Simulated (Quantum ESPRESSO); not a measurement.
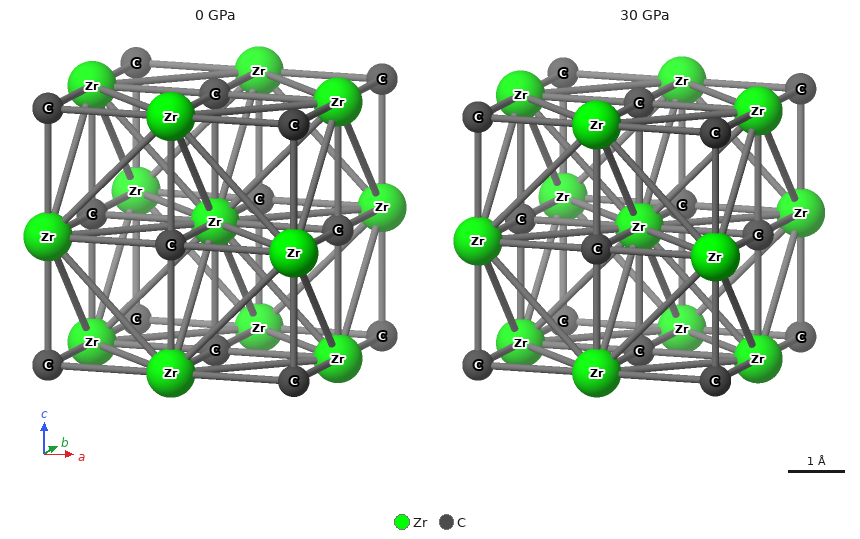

Solid ZrC (set up in Fm-3m), relaxed (cell and atoms) at several target pressures. The picture shows the first and the last member. A ball-and-stick model of the conventional cell (4 times the calculation's cell), seen slightly off an axis. Lengths and directions refer to the drawn axes.

Computed with Quantum ESPRESSO 7.5: PBEsol, GBRV 1.5 PBEsol. Settings: plane-wave cutoff 707.5 eV; k-point mesh 10 × 10 × 10; occupations fermi-dirac; smearing width 0.05 eV; no spin polarisation.

| pressure (GPa) | volume (Å³/atom) | a (Å) |
| --- | --- | --- |
| 0 | 12.719 | 4.668 |
| 2 | 12.613 | 4.656 |
| 5 | ? | ? |
| 10 | 12.230 | 4.608 |
| 20 | 11.819 | 4.556 |
| 30 | 11.466 | 4.510 |

**One row is withheld. What does the calculation give there?**

Murnaghan's form V = V₀(1 + B′P/B₀)^(−1/B′), with V₀ = 12.719 Å³ from the row at zero pressure, fits the other rows with B₀ = 237 GPa and B′ = 3.74 (largest miss 0.001 Å³). At 5 GPa it gives 12.719 × (1 + 3.74 × 5/237)^(−1/3.74) = 12.463 Å³ per atom. The calculation gives 12.462 Å³/atom (a = 4.637 Å). The estimate is 0.001 Å³/atom too high. From the first member to the last: Zr–Zr 3.301 → 3.189 Å, C–Zr 2.334 → 2.255 Å.

The whole series:

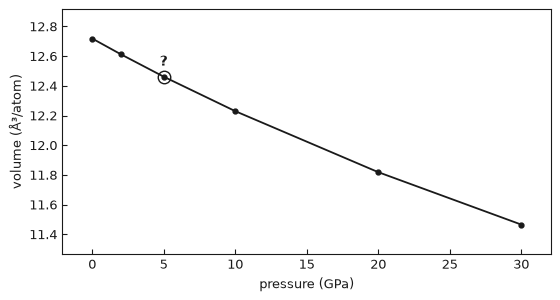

Each member starts from this one structure; whether another phase lies lower wasn't checked.
